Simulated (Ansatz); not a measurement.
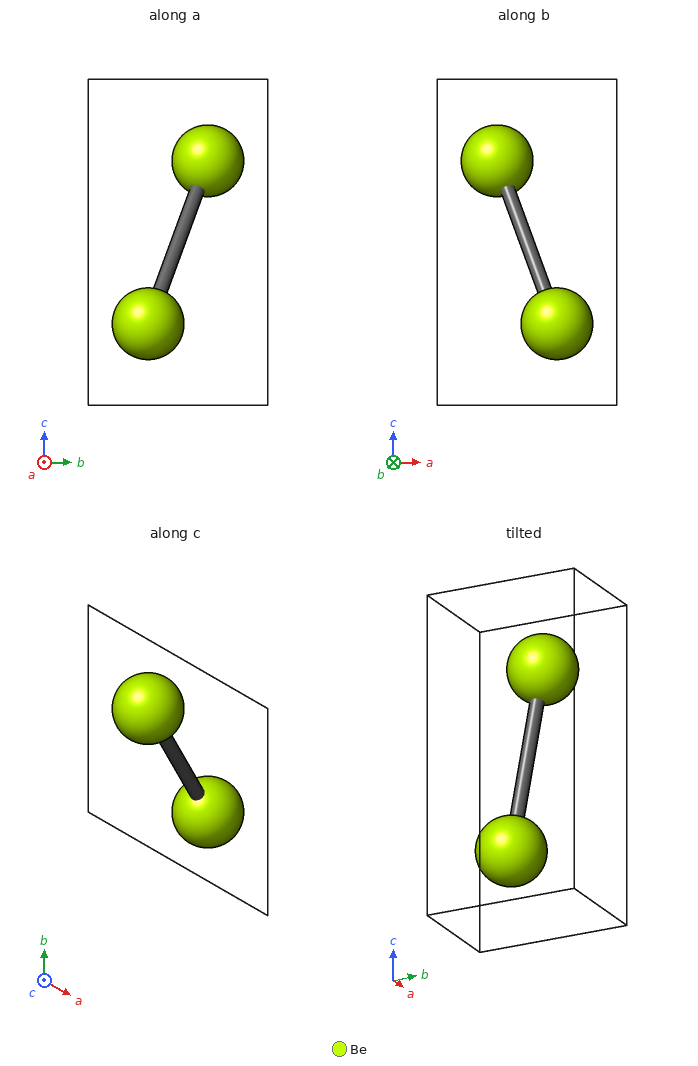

A ball-and-stick rendering, viewed along the a axis, along the b axis, along the c axis and slightly off an axis. The wireframe shows the conventional unit cell.

Lattice parameters: a = 2.257 Å, b = 2.257 Å, c = 3.552 Å, α = 90.00°, β = 90.00°, γ = 120.00°.

**Reconstruct the structure as a table of Wyckoff sites.**

Space group P6_3/mmc (No. 194).
```tsv
atom	site	x	y	z
Be	2d	0.3333	0.6667	0.7500
```

The initial geometry was a structure type filled with this element by a generator (whether the element takes this form wasn't checked). Earlier steps of the study may have refined or changed the cell and positions. Ansatz was used for an electronic-structure calculation on it.
